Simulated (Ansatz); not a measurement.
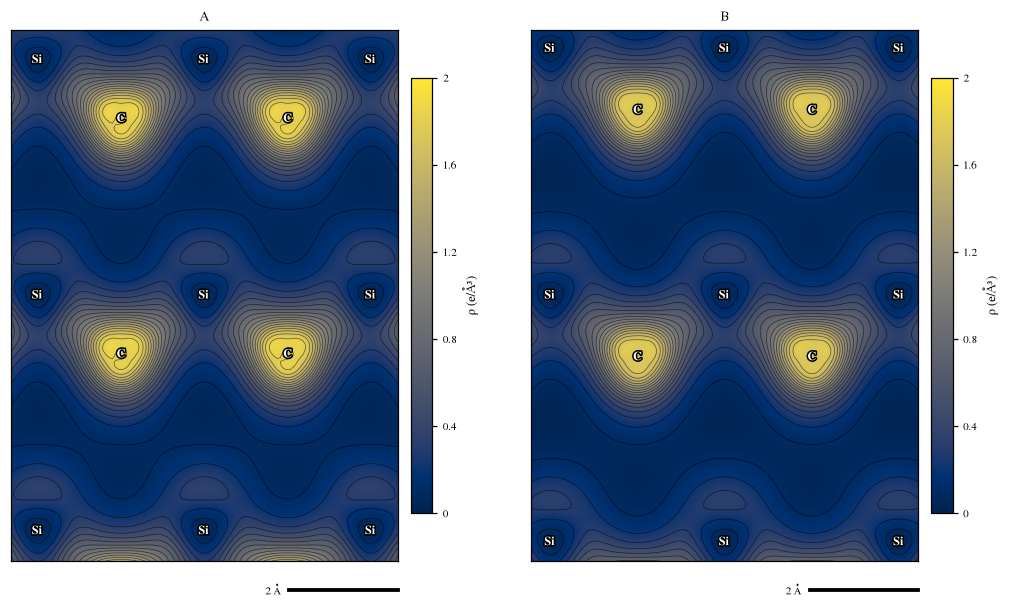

SiC. The valence electron density of two cells that differ in size, on the (011̄) plane of each (indices in the axes of the calculation cell), at one length scale and on one colour scale; one has 10.2 and the other 11.8 Å³ an atom.

Method: Ansatz 0.2.0, DFT PBE, scalar-relativistic, plane waves, PAW.

The density is the valence pseudo-density of a PAW calculation; it isn't the true density close to the nuclei.

### Which panel shows the smaller cell, and what does the compression change?

Panel A is the smaller cell, by 13 % in volume. From the larger cell to the smaller, Si–C goes from 1.97 to 1.88 Å, and the density at its midpoint from 0.79 to 0.89 e/Å³; the pressure goes from −19 to 5 GPa; the Kohn–Sham gap goes from 1.5 eV to 1.4 eV.
